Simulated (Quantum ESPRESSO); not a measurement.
## ZnS: valence-band photoemission

Aim: the valence spectrum of ZnS from He I to hard X-rays, and which orbitals make each feature.

Calculated with Quantum ESPRESSO 7.5; DFT, PBE, plane waves, ultrasoft GBRV pseudopotentials, scalar-relativistic, in the first sound run; inputs show where later runs differ.

The database entry behind the starting cell differs from later determinations by our own check (about 0.4 % short), so it need not match the best structure at ambient conditions.

**1. The structure**

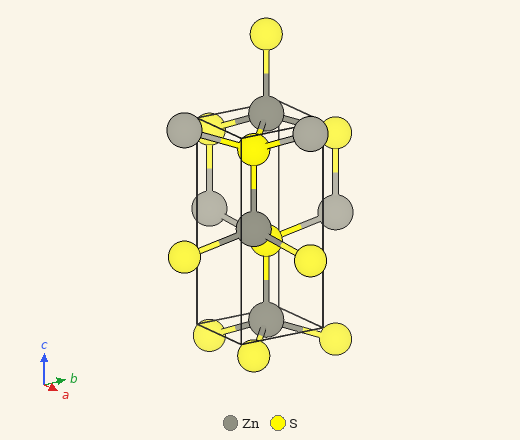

The starting structure, seen slightly off an axis (zinc grey, sulfur yellow). Some periodic images of atoms are drawn too.

**2. The base run: self-consistent run**

First the self-consistent run; potential, DOS and bands follow from it in later steps.

scf.in

```
&control
  calculation = 'scf'
  prefix = 'pes'
  outdir = './tmp'
  pseudo_dir = './pp'
  tprnfor = .true.
  tstress = .true.
/
&system
  ibrav = 0
  nat = 4
  ntyp = 2
  ecutwfc = 40.0
  ecutrho = 200.0
  occupations = 'smearing'
  nbnd = 38
  smearing = 'fd'
  degauss = 0.00147
/
&electrons
  conv_thr = 2.4e-08
  mixing_beta = 0.5
  electron_maxstep = 120
/
ATOMIC_SPECIES
Zn 65.3800 zn_pbe_v1.uspp.F.UPF
S 32.0600 s_pbe_v1.4.uspp.F.UPF
CELL_PARAMETERS angstrom
 3.811000000 0.000000000 0.000000000
 -1.905500000 3.300422814 0.000000000
 0.000000000 0.000000000 6.234000000
ATOMIC_POSITIONS crystal
Zn 0.666666667 0.333333333 0.500000000
Zn 0.333333333 0.666666667 0.000000000
S 0.666666667 0.333333333 0.885000000
S 0.333333333 0.666666667 0.385000000
K_POINTS automatic
12 12 4 0 0 0
```

On the command line:

```console
$ OMP_NUM_THREADS=1 mpirun -n 4 pw.x -nk 4 -in scf.in > scf.out
```

The log of the run:

```text
Program PWSCF v.7.5 starts

     This program is part of the open-source Quantum ESPRESSO suite
     for quantum simulation of materials; please cite
         "P. Giannozzi et al., J. Phys.:Condens. Matter 21 395502 (2009);
         "P. Giannozzi et al., J. Phys.:Condens. Matter 29 465901 (2017);
         "P. Giannozzi et al., J. Chem. Phys. 152 154105 (2020);
          URL
     in publications or presentations arising from this work. More details at

     Parallel version (MPI & OpenMP), running on       4 processor cores
     Number of MPI processes:                 4
     Threads/MPI process:                     1

     MPI processes distributed on     1 nodes
     150404 MiB available memory on the printing compute node when the environment starts

     Current dimensions of program PWSCF are:
     Max number of different atomic species (ntypx) = 10
     Max number of k-points (npk) =  40000
     Max angular momentum in pseudopotentials (lmaxx) =  4
     Message from routine setup:
     using ibrav=0 with symmetry is DISCOURAGED, use correct ibrav instead

     K-points division:     npool     =       4
     Subspace diagonalization in iterative solution of the eigenvalue problem:
     a serial algorithm will be used

     G-vector sticks info
     --------------------
     sticks:   dense  smooth     PW     G-vecs:    dense   smooth      PW
     Sum         721     583    163                25277    18137    3009

     Using Slab Decomposition

     bravais-lattice index     =            0
     lattice parameter (alat)  =       7.2017  a.u.
     unit-cell volume          =     529.1416 (a.u.)^3
     number of atoms/cell      =            4
     number of atomic types    =            2
     number of electrons       =        52.00
     number of Kohn-Sham states=           38
     kinetic-energy cutoff     =      40.0000  Ry
     charge density cutoff     =     200.0000  Ry
     scf convergence threshold =      2.4E-08
     mixing beta               =       0.5000
     number of iterations used =            8  plain     mixing
     Exchange-correlation=  SLA  PW   PBX  PBC
                           (   1   4   3   4   0   0   0)

     celldm(1)=   7.201746  celldm(2)=   0.000000  celldm(3)=   0.000000
     celldm(4)=   0.000000  celldm(5)=   0.000000  celldm(6)=   0.000000

     crystal axes: (cart. coord. in units of alat)
               a(1) = (   1.000000   0.000000   0.000000 )
               a(2) = (  -0.500000   0.866025   0.000000 )
               a(3) = (   0.000000   0.000000   1.635791 )

     reciprocal axes: (cart. coord. in units 2 pi/alat)
               b(1) = (  1.000000  0.577350 -0.000000 )
               b(2) = (  0.000000  1.154701  0.000000 )
               b(3) = (  0.000000 -0.000000  0.611325 )

     PseudoPot. # 1 for Zn read from file:
     ./pp/zn_pbe_v1.uspp.F.UPF
     Pseudo is Ultrasoft, Zval = 20.0
     Generated by new atomic code, or converted to UPF format
     Using radial grid of  943 points,  6 beta functions with:
                l(1) =   0
                l(2) =   0
                l(3) =   1
                l(4) =   1
                l(5) =   2
                l(6) =   2
     Q(r) pseudized with  8 coefficients,  rinner =    1.100   1.100   1.100
                                                       1.100   1.100

     PseudoPot. # 2 for S  read from file:
     ./pp/s_pbe_v1.4.uspp.F.UPF
     Pseudo is Ultrasoft + core correction, Zval =  6.0
     Generated by new atomic code, or converted to UPF format
     Using radial grid of  907 points,  6 beta functions with:
                l(1) =   0
                l(2) =   0
                l(3) =   1
                l(4) =   1
                l(5) =   2
                l(6) =   2
     Q(r) pseudized with  8 coefficients,  rinner =    1.300   1.300   1.300
                                                       1.300   1.300

     atomic species   valence    mass     pseudopotential
     Zn               20.00    65.38000     Zn( 1.00)
     S                 6.00    32.06000     S ( 1.00)

     12 Sym. Ops. (no inversion) found ( 6 have fractional translation)

   Cartesian axes

     site n.     atom                  positions (alat units)
         1        Zn     tau(   1) = (   0.5000000   0.2886751   0.8178956  )
         2        Zn     tau(   2) = (  -0.0000000   0.5773503   0.0000000  )
         3        S      tau(   3) = (   0.5000000   0.2886751   1.4476752  )
         4        S      tau(   4) = (  -0.0000000   0.5773503   0.6297796  )

     number of k points=    57  Fermi-Dirac smearing, width (Ry)=  0.0015
                       cart. coord. in units 2pi/alat
        k(    1) = (   0.0000000   0.0000000   0.0000000), wk =   0.0034722
        k(    2) = (   0.0000000   0.0000000   0.1528312), wk =   0.0069444
        k(    3) = (   0.0000000   0.0000000  -0.3056625), wk =   0.0034722
        k(    4) = (   0.0000000   0.0962250   0.0000000), wk =   0.0208333
        k(    5) = (   0.0000000   0.0962250   0.1528312), wk =   0.0416667
        k(    6) = (   0.0000000   0.0962250  -0.3056625), wk =   0.0208333
        k(    7) = (   0.0000000   0.1924501   0.0000000), wk =   0.0208333
        k(    8) = (   0.0000000   0.1924501   0.1528312), wk =   0.0416667
        k(    9) = (   0.0000000   0.1924501  -0.3056625), wk =   0.0208333
        k(   10) = (   0.0000000   0.2886751   0.0000000), wk =   0.0208333
        k(   11) = (   0.0000000   0.2886751   0.1528312), wk =   0.0416667
        k(   12) = (   0.0000000   0.2886751  -0.3056625), wk =   0.0208333
        k(   13) = (   0.0000000   0.3849002   0.0000000), wk =   0.0208333
        k(   14) = (   0.0000000   0.3849002   0.1528312), wk =   0.0416667
        k(   15) = (   0.0000000   0.3849002  -0.3056625), wk =   0.0208333
        k(   16) = (   0.0000000   0.4811252   0.0000000), wk =   0.0208333
[...]
k(   50) = (   0.2500000   0.4330127   0.1528312), wk =   0.0416667
        k(   51) = (   0.2500000   0.4330127  -0.3056625), wk =   0.0208333
        k(   52) = (   0.2500000   0.5292377   0.0000000), wk =   0.0416667
        k(   53) = (   0.2500000   0.5292377   0.1528312), wk =   0.0833333
        k(   54) = (   0.2500000   0.5292377  -0.3056625), wk =   0.0416667
        k(   55) = (   0.3333333   0.5773503   0.0000000), wk =   0.0069444
        k(   56) = (   0.3333333   0.5773503   0.1528312), wk =   0.0138889
        k(   57) = (   0.3333333   0.5773503  -0.3056625), wk =   0.0069444

     Dense  grid:    25277 G-vectors     FFT dimensions: (  36,  36,  54)

[...]
15.0942  15.2451  15.9742  16.5356  19.3988  19.8826

          k = 0.0000 0.1925 0.1528 (  2271 PWs)   bands (ev):

  -118.0564-118.0563 -72.2270 -72.2269 -72.2256 -72.2256 -72.2256 -72.2256
[...]
14.8890  15.1716  16.5871  17.0742  19.6772  19.9347

          k = 0.0000 0.1925-0.3057 (  2268 PWs)   bands (ev):

  -118.0564-118.0564 -72.2270 -72.2270 -72.2256 -72.2256 -72.2256 -72.2256
[...]
14.2620  14.2620  18.1567  18.1567  18.4389  18.4389

          k = 0.0000 0.2887 0.0000 (  2253 PWs)   bands (ev):

  -118.0564-118.0563 -72.2270 -72.2269 -72.2256 -72.2256 -72.2256 -72.2256
[...]
15.2416  15.7322  16.1156  16.8130  19.0487  20.2884

          k = 0.0000 0.2887 0.1528 (  2258 PWs)   bands (ev):

  -118.0564-118.0563 -72.2270 -72.2269 -72.2256 -72.2256 -72.2256 -72.2256
[...]
15.2316  15.7176  16.3534  17.2148  19.3057  19.7853

          k = 0.0000 0.2887-0.3057 (  2266 PWs)   bands (ev):

  -118.0564-118.0564 -72.2270 -72.2270 -72.2256 -72.2256 -72.2256 -72.2256
[...]
14.9327  14.9327  17.9469  17.9469  18.3581  18.3581

          k = 0.0000 0.3849 0.0000 (  2262 PWs)   bands (ev):

  -118.0564-118.0563 -72.2270 -72.2269 -72.2257 -72.2256 -72.2256 -72.2256
[...]
15.4740  16.4746  17.1607  17.7104  18.6617  20.2773

          k = 0.0000 0.3849 0.1528 (  2254 PWs)   bands (ev):

  -118.0564-118.0563 -72.2270 -72.2269 -72.2257 -72.2256 -72.2256 -72.2256
[...]
15.6035  16.6202  16.7649  17.9392  19.2425  19.8124

          k = 0.0000 0.3849-0.3057 (  2274 PWs)   bands (ev):

  -118.0564-118.0564 -72.2270 -72.2270 -72.2256 -72.2256 -72.2256 -72.2256
[...]
15.4741  15.4741  17.9584  17.9584  18.7098  18.7098

          k = 0.0000 0.4811 0.0000 (  2262 PWs)   bands (ev):

  -118.0563-118.0563 -72.2270 -72.2269 -72.2256 -72.2256 -72.2256 -72.2256
[...]
15.7908  17.6541  18.2795  18.8503  18.9200  19.7841

          k = 0.0000 0.4811 0.1528 (  2269 PWs)   bands (ev):

[...]
k = 0.0000 0.4811-0.3057 (  2268 PWs)   bands (ev):

[...]
k = 0.0000-0.5774 0.0000 (  2272 PWs)   bands (ev):

[...]
k = 0.0000-0.5774 0.1528 (  2258 PWs)   bands (ev):

[...]
k = 0.0000-0.5774-0.3057 (  2264 PWs)   bands (ev):

[...]
k = 0.0833 0.1443 0.0000 (  2251 PWs)   bands (ev):

[...]
k = 0.0833 0.1443 0.1528 (  2269 PWs)   bands (ev):

[...]
k = 0.0833 0.1443-0.3057 (  2266 PWs)   bands (ev):

[...]
k = 0.0833 0.2406 0.0000 (  2254 PWs)   bands (ev):

[...]
k = 0.0833 0.2406 0.1528 (  2255 PWs)   bands (ev):

[...]
k = 0.0833 0.2406-0.3057 (  2264 PWs)   bands (ev):

[...]
k = 0.0833 0.3368-0.3057 (  2262 PWs)   bands (ev):

[...]
k = 0.0833 0.4330-0.3057 (  2258 PWs)   bands (ev):

[...]
k = 0.0833 0.5292-0.3057 (  2264 PWs)   bands (ev):

[...]
k = 0.1667 0.2887-0.3057 (  2264 PWs)   bands (ev):

[...]
k = 0.1667 0.3849-0.3057 (  2256 PWs)   bands (ev):

[...]
k = 0.1667 0.4811-0.3057 (  2258 PWs)   bands (ev):

[...]
k = 0.1667 0.5774 0.0000 (  2262 PWs)   bands (ev):

[...]
k = 0.1667 0.5774 0.1528 (  2263 PWs)   bands (ev):

[...]
k = 0.1667 0.5774-0.3057 (  2250 PWs)   bands (ev):

[...]
k = 0.2500 0.4330 0.0000 (  2261 PWs)   bands (ev):

[...]
k = 0.2500 0.4330 0.1528 (  2252 PWs)   bands (ev):

  -118.0563-118.0563 -72.2270 -72.2269 -72.2256 -72.2256 -72.2256 -72.2256
[...]
k = 0.2500 0.4330-0.3057 (  2250 PWs)   bands (ev):

  -118.0563-118.0563 -72.2270 -72.2270 -72.2256 -72.2256 -72.2256 -72.2256
[...]
k = 0.2500 0.5292 0.0000 (  2255 PWs)   bands (ev):

  -118.0563-118.0563 -72.2270 -72.2269 -72.2256 -72.2256 -72.2256 -72.2256
[...]
k = 0.2500 0.5292 0.1528 (  2266 PWs)   bands (ev):

  -118.0563-118.0563 -72.2270 -72.2269 -72.2256 -72.2256 -72.2256 -72.2256
[...]
16.1318  16.7338  17.6105  18.1562  19.0454  19.4835

          k = 0.2500 0.5292-0.3057 (  2262 PWs)   bands (ev):

  -118.0563-118.0563 -72.2270 -72.2270 -72.2256 -72.2256 -72.2256 -72.2256
[...]
16.0613  16.0613  17.9882  17.9882  20.6167  20.6167

          k = 0.3333 0.5774 0.0000 (  2277 PWs)   bands (ev):

  -118.0563-118.0563 -72.2269 -72.2269 -72.2256 -72.2256 -72.2256 -72.2256
[...]
0.9488   0.9798   1.2109   1.2109   2.4733   2.4733   2.9647   4.6226
     4.6232   4.6232  11.3064  12.7416  12.7416  14.7217  14.7408  14.7408
    16.4575  16.4575  16.9929  18.1134  18.1134  18.7275

          k = 0.3333 0.5774 0.1528 (  2271 PWs)   bands (ev):

  -118.0563-118.0563 -72.2269 -72.2269 -72.2256 -72.2256 -72.2256 -72.2256
    -5.1727  -5.1727   0.5770   0.7003   0.7003   0.7753   0.8892   0.8892
     0.9458   0.9559   1.2686   1.2686   2.2431   2.2431   3.1835   4.3325
     5.1055   5.1055  11.9007  12.0669  12.0669  14.2529  14.2529  14.4852
    16.7890  17.0870  17.0870  17.2006  18.9134  18.9134

          k = 0.3333 0.5774-0.3057 (  2268 PWs)   bands (ev):

  -118.0563-118.0563 -72.2270 -72.2270 -72.2256 -72.2256 -72.2256 -72.2256
    -5.1647  -5.1647   0.6615   0.6615   0.6702   0.6702   0.8636   0.8636
     0.9423   0.9423   1.3235   1.3235   2.0610   2.0610   3.7248   3.7248
     5.5791   5.5791  11.3672  11.3672  13.3085  13.3085  14.1348  14.1348
    16.5412  16.5412  17.0738  17.0738  20.7366  20.7366

     the Fermi energy is     7.9174 ev

!    total energy              =    -971.53755110 Ry
     estimated scf accuracy    <       0.00000002 Ry
     smearing contrib. (-TS)   =       0.00000000 Ry
     internal energy E=F+TS    =    -971.53755110 Ry

     The total energy is F=E-TS. E is the sum of the following terms:
     one-electron contribution =    -908.87478863 Ry
     hartree contribution      =     468.37236146 Ry
     xc contribution           =    -101.42005907 Ry
     ewald contribution        =    -429.61506487 Ry

     convergence has been achieved in   8 iterations

     Forces acting on atoms (cartesian axes, Ry/au):

     atom    1 type  1   force =    -0.00000000   -0.00000000    0.01250649
     atom    2 type  1   force =     0.00000000    0.00000000    0.01250649
     atom    3 type  2   force =    -0.00000000    0.00000000   -0.01250649
     atom    4 type  2   force =     0.00000000    0.00000000   -0.01250649

     Total force =     0.025013     Total SCF correction =     0.000007

     Computing stress (Cartesian axis) and pressure

          total   stress  (Ry/bohr**3)                   (kbar)     P=       22.60
   0.00020020  -0.00000000   0.00000000           29.45       -0.00        0.00
   0.00000000   0.00020020   0.00000000            0.00       29.45        0.00
  -0.00000000  -0.00000000   0.00006050           -0.00       -0.00        8.90

     XML data file, charge density, pseudopotentials, collected wavefunctions

     Called by init_run:

     Called by electrons:

     Called by c_bands:

     Called by *egterg:

     Called by h_psi:
                                        0.00s GPU  (     599 calls)

     General routines

     Parallel routines

=------------------------------------------------------------------------------=
   JOB DONE.
=------------------------------------------------------------------------------=
```

Run time: 22 s. Hardware: 4 MPI ranks of Intel Xeon Platinum 8488C (Sapphire Rapids), shared host.

Numbers from this step:

| Quantity | Value |
| --- | --- |
| free energy | -13218.4418 eV |
| Fermi energy | 7.917 eV |
| pressure | 2.260 GPa |
| gap on the k-mesh | 2.242 eV |

At this level the gap is 2.24 eV on the k-mesh of the self-consistent run, which can miss the band edges.

(Part 1 of 15 ends here.)

[Logs are printed without paths, hosts, clocks, repeated set-up lines and the standing remarks that a program may print on its own settings, such as how far it seeks lower states.]

[Hosts, paths, dates, database ids (printed as entryN), source tags and the programs' standing remarks are cut or masked in the printed files.]

[Maps of the electrostatic potential energy from Ansatz leave out the sawtooth potential of an applied field or a dipole correction, so their vacuum need not be flat; work functions include it.]

[Peak lists hold at most the 14 tallest peaks of each spectrum; further lines can be left out.]
